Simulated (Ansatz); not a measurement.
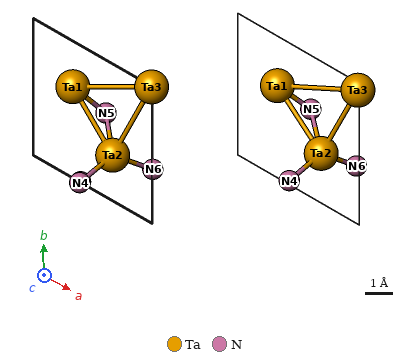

Two geometries of solid TaN (set up in P1), drawn at one scale. One is the start of a relaxation, the other its converged end. A ball-and-stick model of the cell of the calculation, seen along the c axis.

Theory: DFT r2SCAN, scalar-relativistic, plane waves, PAW (Ansatz). (plane-wave cutoff 500 eV; k-point mesh 6 × 6 × 12; occupations gaussian; smearing width 0.15 eV; no spin polarisation; cell and atoms relaxed; force threshold 0.01 eV/Å; at most 80 steps)

**Which one is relaxed?**

The left one is the relaxed one. Case: all atoms moved at random, sigma 0.15 Å for each component, cell strained at random, sigma 0.03; relaxed back. The largest move relative to the cell is that of Ta3, 0.26 Å roughly along [1 3 1]. By element the largest moves are Ta 0.26 Å, N 0.18 Å. Cell: a 5.315 → 5.201 Å (−2.2 %), b 5.372 → 5.201 Å (−3.2 %), c 2.973 → 2.909 Å (−2.2 %), α 88.6° → 90.0°, β 89.5° → 90.0°. Volume −7.3 %. Some distances before and after: Ta3–N6 2.505 → 2.041 Å, Ta2–Ta3 3.710 → 3.336 Å, Ta2–Ta3 (another image) 3.677 → 3.336 Å, Ta1–N4 2.497 → 2.164 Å. Bond angles that change, for instance: Ta1–N5–Ta3 117.3° → 105.0°, Ta1–N4–Ta3 92.8° → 105.0°, Ta1–N6–Ta3 95.5° → 105.0°. The space group (tolerance 0.01 Å) goes from P1 (No. 1) to P-62m (No. 189). Over 4 accepted moves (5 points after the start) the energy falls by 2.591 eV per cell of the calculation. Largest force component: 4.9 eV/Å at the start, 0.00061 eV/Å at the end. The pressure goes from −7.00 to 0.01 GPa. At 1 point the geometry stayed and the basis and grid were re-selected for the new cell (energy shift of 2.5 meV per cell of the calculation at most each time).
